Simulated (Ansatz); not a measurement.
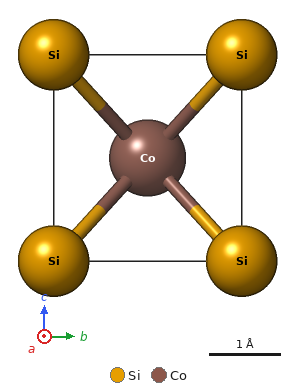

This is the input geometry for a relaxation of solid CoSi (a generated structure, set up in P4/mmm). Style: ball-and-stick. Shown: the cell of the calculation, along the a axis.

Case: Al → Si, Ni → Co on all its sites, cell and atoms relaxed.

The calculation used Ansatz, DFT PBEsol, scalar-relativistic, plane waves, PAW.

The input:
```yaml
crystal:
  lattice:
    - [1.8860223825, -1.8860123325, 0.0]
    - [1.8860223825, 1.8860123325, 0.0]
    - [0.0, 0.0, 2.927406045]
  atoms:
    - { symbol: Si, position: [0.0, 0.0, 0.0] }
    - { symbol: Co, position: [0.5, 0.5, 0.5], spin: 0.46 }
basis:
  ecutwfc: 420
kpoints:
  mp_grid: { grid: [16, 16, 14] }
hamiltonian:
  xc: pbesol
scf:
  occupations: { method: gaussian, width: 0.1 }
output:
  forces: true
  stress: true
  eigenvalues: true
  populations: true
magnetization:
  spin_polarized: true
relax:
  adjacent_minimum: "off"
  f_tol: 0.01
  max_steps: 60
  cell: { stress_tol: 0.1 }
```

Q: Predict the outcome.

A: No atom moves by more than 0.005 Å relative to the cell. The drawn cell changes as follows: a = b 2.667 → 2.678 Å (+0.4 %), c 2.927 → 2.909 Å (−0.6 %); the volume changes by +0.1 %. The space group stays P4/mmm (No. 123). Over 3 accepted moves (4 points after the start) the energy falls by 0.2 meV per atom. All forces vanish by symmetry, so only the cell relaxes. Pressure: 0.32 GPa at the start and −0.02 GPa at the end. At 1 point the geometry stayed and the basis and grid were re-selected for the new cell (energy shift of less than 0.05 meV per atom at most each time). The run took about 2.9 core-minutes on a shared host.

Step by step:

```csv
step,"E − E(0), meV/atom","pressure, GPa","volume, Å³/atom",note
0,0.00,0.32,10.413,
1,-0.05,0.15,10.420,
2,-0.14,-0.11,10.431,
3,-0.14,-0.02,10.428,
4,-0.15,-0.02,10.428,"same geometry, new basis"
```
